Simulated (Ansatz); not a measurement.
# Run report: NiO, single-point calculation (part 3 of 3)

NiO (Fm-3m, 4 atoms in the cell); DFT r2SCAN+U, scalar-relativistic, plane waves, PAW, Ueff = 3 eV on Ni atom 1 d; Ueff = 3 eV on Ni atom 3 d, spin-polarised (Ansatz 0.2.0); cutoff 500 eV, 8×8×8 k-mesh, Gaussian smearing of 0.05 eV, collinear spins. The structure derives from an entry of the Crystallography Open Database. It belongs to a series of runs on one base structure; here: random orbitals: random, high filling.

Geometry of the input (Å; fractional positions):
```
0.0000  2.0913  2.0913
4.1826  2.0913  2.0913
4.1826  4.1826  0.0000
Ni 0.0000  0.0000  0.0000
O  0.5000  0.5000  0.0000
Ni -0.0000  0.0000  0.5000
O  0.5000  0.5000  0.5000
```

**Log, continued**
```
SCF iter  52: F=-12826.031476 eV  HF=-12826.031496 eV  |F-HF|=2.08e-5  |Δ(HF+E_count)|=   3.72e-5  Δρ=2.10e-4 (↑2.10e-4 ↓1.47e-4)  dr2=1.91e-5  dr2_τ=1.44e-7  dr2_m=2.08e-6  M=0.000 μB ∫|m|=3.818 μB  ethr=5.10e-11  ⟨swp⟩=4.9  Hψ=93930  notcnv=0
SCF iter  53: F=-12826.031507 eV  HF=-12826.031507 eV  |F-HF|=5.96e-7  |Δ(HF+E_count)|=   1.11e-5  Δρ=5.15e-5 (↑5.15e-5 ↓3.76e-5)  dr2=1.12e-6  dr2_τ=8.46e-9  dr2_m=1.62e-7  M=0.000 μB ∫|m|=3.818 μB  ethr=5.10e-11  ⟨swp⟩=4.0  Hψ=82975  notcnv=0
SCF iter  54: F=-12826.031509 eV  HF=-12826.031509 eV  |F-HF|=7.31e-9  |Δ(HF+E_count)|=   1.87e-6  Δρ=3.91e-6 (↑3.91e-6 ↓3.75e-6)  dr2=1.59e-9  dr2_τ=1.71e-10  dr2_m=3.46e-9  M=0.000 μB ∫|m|=3.818 μB  ethr=5.10e-11  ⟨swp⟩=7.4  Hψ=127042  notcnv=0
SCF iter  55: F=-12826.031509 eV  HF=-12826.031509 eV  |F-HF|=7.31e-9  |Δ(HF+E_count)|=  3.64e-12  Δρ=3.91e-6 (↑3.91e-6 ↓3.75e-6)  dr2=1.59e-9  dr2_τ=1.71e-10  dr2_m=3.46e-9  M=0.000 μB ∫|m|=3.818 μB  ethr=3.31e-12  ⟨swp⟩=6.0  Hψ=113415  notcnv=0
WARN: hamiltonian.hubbard: on 2 of 4 specified blocks the occupation matrix of this SCF's result fails the test of the specified filling. At site 0 ↓ (sites count from 0 in the list of atoms of the cell that this SCF solves) the least filled combination of the orbitals specified full has occupation 0.153, and the fullest combination of the orbitals specified empty has occupation 0.973; the filling counts as kept where the first is at least 0.75 and exceeds the second by more than 0.25. The same holds at site 2 ↑. The state of this SCF's result may not hold the specified filling, though these bounds can also misjudge a state that does. This warning does not say which state is lower in energy, or whether the specified filling is a self-consistent state at all; see hamiltonian.hubbard.sites[].starting_ns, Limitations, and scf.initial_density.shell_occupations in the input reference
SCF 1 converged in 55 iterations: F = -12826.031509 eV  dr2 = 1.59e-9
  greatest PAW one-centre occupation: 1.003 electrons in one spin orbital (limit 2), on the Ni atom at site 0 (counted from 0), in its partial waves of l = 1
SCF converged after 55 iterations
Magnetization: 0.0000 μB (24.0000 up, 24.0000 down)
Absolute magnetization: 3.8242 μB (∫|ρ↑−ρ↓|, with the PAW one-centre terms)
Spin contamination: 2.0023 ħ² per cell (⟨S²⟩ above its minimum at these occupations)
Per-site moments (μB) at R_I (Å): [(1.7357032869870246, 0.8626651728749998), (-0.0758897075495775, 0.862665172875), (-1.7357025569560418, 0.862665172875), (0.07588953763347336, 0.8626651728749998)]
Free energy (F): -12826.031509 eV
Harris-Foulkes:  -12826.031509 eV  (|F-HF|=7.31e-9)
Internal energy: -12826.031509 eV  (E = F + TS)
E sigma→0 (E₀):  -12826.031509 eV
Fermi energy:    14.844877 eV
--- Per-component energies (eV) ---
  E_band       = -754.720641
  E_kinetic    = 901.559996
  E_local      = -8006.095058  (includes V_loc(G=0)·N_el)
  E_nonlocal   = 1390.601355
  E_hartree    = 3294.461055
  E_xc         = -300.027417
  E_vxc        = -436.437637  (∫ρ·V_xc dr)
  E_hubbard    = 0.715246  (on-site DFT+U / exact-exchange correction)
  E_vhub       = -23.293057  (the Hubbard potential's part of the band-sum identity)
  E_paw        = -3613.819850  (= ΣΔE_a)
  E_vpaw       = -1198.834646  (= ΣTr[D̂ρ^β])
  E_aug_tail   = 0.001985  (compensation charges beyond the density's cutoff)
  E_vtau       = 28.855120  (kinetic-family band-sum trace: ∫τ·v_τ [+ j·A + Jᵃ·Aᵃ] dr)
  E_ewald      = -6492.764802
  E_core_change = -0.664019  (= ΣΔE_core)
  E_smearing   = -0.000000  (= −TS)
  E_closure    = 0.000000  (closes the sum)
  Σ components = -12826.031509   (vs F -12826.031509, Δ=0.00e0)
--- Specified on-site occupations, and those of the state reported ---
  electrons in the specified blocks: 15.6000 specified, 16.4824 found
  site 0 (l=d) ↓: largest change of an orbital's occupation 0.9647; electrons 2.9500 specified, 3.2503 found; spectral distance 0.1604
  site 2 (l=d) ↑: largest change of an orbital's occupation 0.9563; electrons 2.9500 specified, 3.2503 found; spectral distance 0.1604
  site 2 (l=d) ↓: largest change of an orbital's occupation 0.0291; electrons 4.8500 specified, 4.9909 found; spectral distance 0.0631
  site 0 (l=d) ↑: largest change of an orbital's occupation 0.0291; electrons 4.8500 specified, 4.9909 found; spectral distance 0.0631
--- Forces (eV/Å), atoms counted from 1 ---
  atom   1  Ni     0.00000000     0.00000000     0.00000000
  atom   2  O      0.00000000     0.00000000     0.00000000
  atom   3  Ni     0.00000000     0.00000000     0.00000000
  atom   4  O      0.00000000     0.00000000     0.00000000
  max |Σ_I F_I| component: 0.00e0 eV/Å
--- Stress (GPa, compression-positive) ---
        3.592277       0.000044       0.000744
        0.000027       3.706647       0.000017
       -0.000765       0.000057       3.706616
  P = ⅓ Tr σ = 3.6685 GPa (36.685 kbar)
--- Band table (eV; the first three rows and the last of 520) ---
  k-point 0 ↑: bands = ["-95.0904", "-91.8052", "-53.9844", "-53.9741", "-53.9741", "-50.8545", "-50.8458", "-50.8458", "-6.7311", "-5.3007", "7.4716", "8.3505", "8.6221", "8.6965", "9.4089", "9.4089", "9.8110", "10.2241", "10.2241", "10.7641", "10.7641", "11.6481", "11.6643", "11.6643", "16.0483", "16.3056", "16.3781", "20.9889", "25.9392", "26.8145", "31.9591", "31.9591"]
  k-point 1 ↑: bands = ["-95.0902", "-91.8051", "-53.9842", "-53.9762", "-53.9739", "-50.8543", "-50.8484", "-50.8456", "-6.6114", "-5.2684", "7.4850", "7.9554", "8.2031", "8.6949", "9.2885", "9.4392", "9.5509", "10.4104", "10.4684", "10.7463", "10.8123", "11.2613", "11.7416", "11.7554", "16.3654", "16.3882", "17.1760", "21.4967", "25.8785", "26.4062", "30.6291", "31.6890"]
  k-point 2 ↑: bands = ["-95.0900", "-91.8048", "-53.9839", "-53.9812", "-53.9734", "-50.8544", "-50.8540", "-50.8450", "-6.2855", "-5.2142", "7.2788", "7.3308", "7.5518", "8.4040", "8.9490", "9.1235", "9.5165", "10.4253", "10.6454", "10.6991", "11.0200", "11.0546", "11.8965", "12.3670", "16.4596", "17.1664", "18.7761", "22.7169", "25.2833", "25.7570", "28.4829", "30.4019"]
  k-point 259 ↓: bands = ["-95.0897", "-91.8044", "-53.9882", "-53.9834", "-53.9725", "-50.8629", "-50.8534", "-50.8442", "-5.5056", "-5.4205", "6.2169", "6.7289", "7.2025", "7.8839", "8.2432", "9.2122", "9.6401", "10.0846", "10.6184", "10.8509", "11.3940", "11.4828", "11.9490", "13.3882", "16.5347", "18.2494", "22.0189", "22.2088", "25.7890", "26.0312", "26.1010", "26.1138"]
Occupation matrices written to [file]
--- Löwdin populations: 4 sites ---
  site symbol       q [e]    m [muB]
     0     Ni     16.7501     1.7331
     1      O      7.1329    -0.0949
     2     Ni     16.7501    -1.7331
     3      O      7.1329     0.0949
  spilling = 0.004873 (of n_electrons = 48.000000)
--- Occupation matrices: 2 shells (run DFT+U table (all-electron-ortho-atomic); ε = 2.00e-2, under-converged) ---
  Ni0 d_3D: site group Oh (m-3m); on the run's cell D4h (4/mmm)
  Ni0 d_3D up     Tr n = 4.9909  λ = 0.997 0.997 0.999 0.999 0.999  [5× z2 0.20 (T2g 0.60) T2g(0.60)/Eg(0.40)]
  Ni0 d_3D dn     Tr n = 3.2503  λ = 0.127 0.129 0.998 0.998 0.998  [2× z2 0.50 (Eg 1.00) Eg(1.00)/A1g(0.50) | 3× xz 0.33 (T2g 1.00) T2g(1.00)/Eg(0.67)]
  specified occupation → Ni0 d_3D up: matrix, ‖Δ‖_F = 0.0631, Tr Δ = -0.1409, displaced = 0.0705, d_λ = 0.0631; orbital distance = 0.0000
  specified occupation → Ni0 d_3D dn: matrix, ‖Δ‖_F = 1.5075, Tr Δ = -0.3003, displaced = 1.4785, d_λ = 0.1604; orbital distance = 1.6486
  Ni2 d_3D: site group Oh (m-3m); on the run's cell D4h (4/mmm)
  Ni2 d_3D up     Tr n = 3.2503  λ = 0.127 0.129 0.998 0.998 0.998  [2× z2 0.50 (Eg 1.00) Eg(1.00)/A1g(0.50) | 3× xz 0.33 (T2g 1.00) T2g(1.00)/Eg(0.67)]
  Ni2 d_3D dn     Tr n = 4.9909  λ = 0.997 0.997 0.999 0.999 0.999  [5× z2 0.20 (T2g 0.60) T2g(0.60)/Eg(0.40)]
  specified occupation → Ni2 d_3D up: matrix, ‖Δ‖_F = 1.6210, Tr Δ = -0.3003, displaced = 1.6199, d_λ = 0.1604; orbital distance = 1.7742
  specified occupation → Ni2 d_3D dn: matrix, ‖Δ‖_F = 0.0631, Tr Δ = -0.1409, displaced = 0.0705, d_λ = 0.0631; orbital distance = 0.0000
  Tr n, λ and their labels are of the run-group-symmetrised matrices; stabiliser: 32 of 64 elements of G0×{1,Θ} (closed), max defect 3.1e-4 at τ = 1.1e-2
```

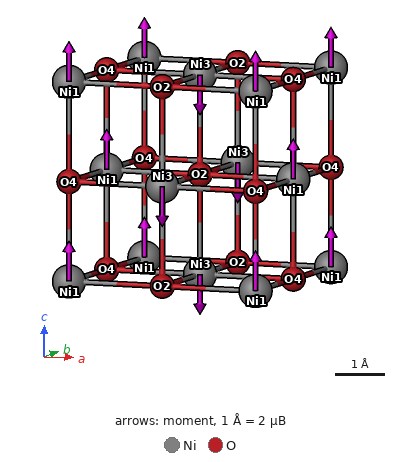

Magnetic moments of the sites as pink arrows (ball-and-stick view of the cell 2 times as large as that of the calculation, set on its symmetry axes, seen slightly off an axis; atoms are numbered from 1 in the order of the input); small moments hardly show. The run is collinear, so the axis drawn is arbitrary. Site moments: Ni1 (1.74 μB); Ni3 (−1.74 μB); O2 (−0.08 μB); O4 (0.08 μB). They are counted near the atoms and needn't add up to the moment of the cell.

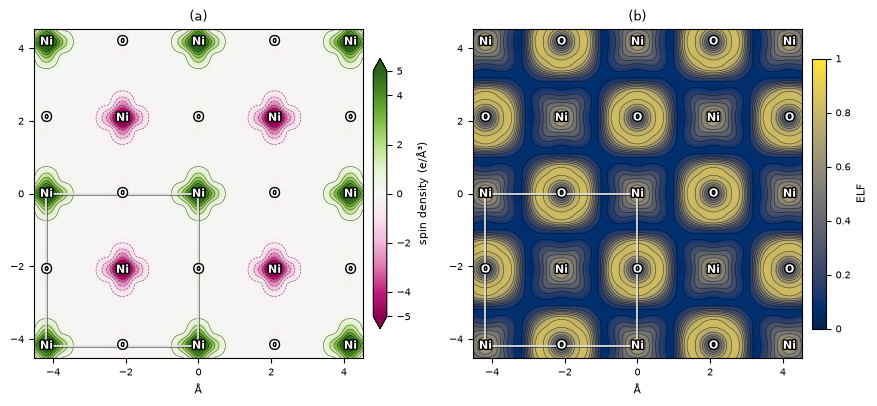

(a) spin density; (b) electron localisation function on the (11̄0) plane of the conventional cell of the magnetic structure. The section cuts through Ni and O sites. Ni–O (2.09 Å): the ELF is about 0.15 at the midpoint. The strong features right at Ni lie inside the PAW spheres (semicore, d or f shells) and say nothing about bonding. The cell of the calculation (4 atoms) carries 0.0 μB net. In a PAW calculation such maps are meaningful between the atoms, not at the nuclei.

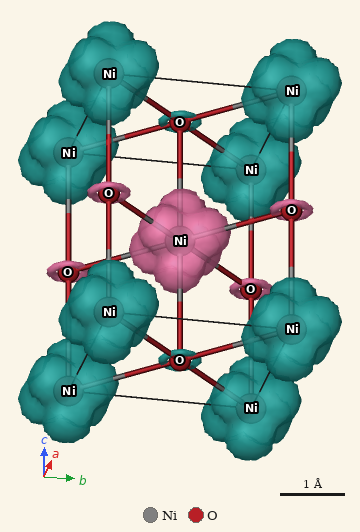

Isosurfaces of the spin density (up minus down) at +0.2 (teal) and −0.2 e/Å³ (pink), seen at an oblique angle. Sticks mark near contacts. The outline is the cell set on symmetry axes of the magnetic structure. The cell of the calculation (4 atoms) carries 0.0 μB net.
